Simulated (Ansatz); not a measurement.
Consider Tl.

```cif
data_structure
_symmetry_space_group_name_H-M 'P 1'
_symmetry_Int_Tables_number 1
_cell_length_a 3.5140
_cell_length_b 3.5140
_cell_length_c 24.3871
_cell_angle_alpha 90.000
_cell_angle_beta 90.000
_cell_angle_gamma 120.000
_cell_volume 260.79
loop_
_atom_site_label
_atom_site_type_symbol
_atom_site_fract_x
_atom_site_fract_y
_atom_site_fract_z
_atom_site_occupancy
Tl1 Tl 0.66667 0.33333 0.11239 1
Tl2 Tl 0.33333 0.66667 0.44573 1
Tl3 Tl 0.00000 0.00000 0.77906 1
Tl4 Tl 0.00000 0.00000 0.22094 1
Tl5 Tl 0.66667 0.33333 0.55427 1
Tl6 Tl 0.33333 0.66667 0.88761 1
Tl7 Tl 0.00000 0.00000 0.00000 1
Tl8 Tl 0.66667 0.33333 0.33333 1
Tl9 Tl 0.33333 0.66667 0.66667 1
```

Space group R-3m; a structure from a database of computed crystals, not necessarily the ambient phase; computed pressure about 3 GPa in this cell.

Theory: Ansatz 0.2.0, Kohn-Sham DFT of a periodic cell, PBE, Ansatz PAW.

Q: What can the converged valence pseudo-density and electron localisation function tell about the bonding?

A: Tl–Tl (3.51 Å): ρ is about 0.1 e/Å³ halfway; the ELF is about 0.15 at the midpoint: no localised pair shows between them.

Q: Does the calculation make it a metal, or give it a gap?

A: It is metallic or semimetallic at this level of theory: no gap opens.

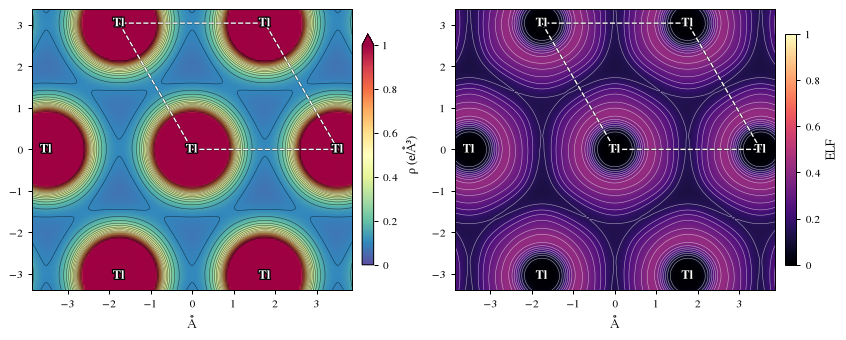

Computed valence pseudo-density and electron localisation function on the (001) plane of the conventional cell, in this order. 

The density is the valence pseudo-density of a PAW calculation; it isn't the true density close to the nuclei.
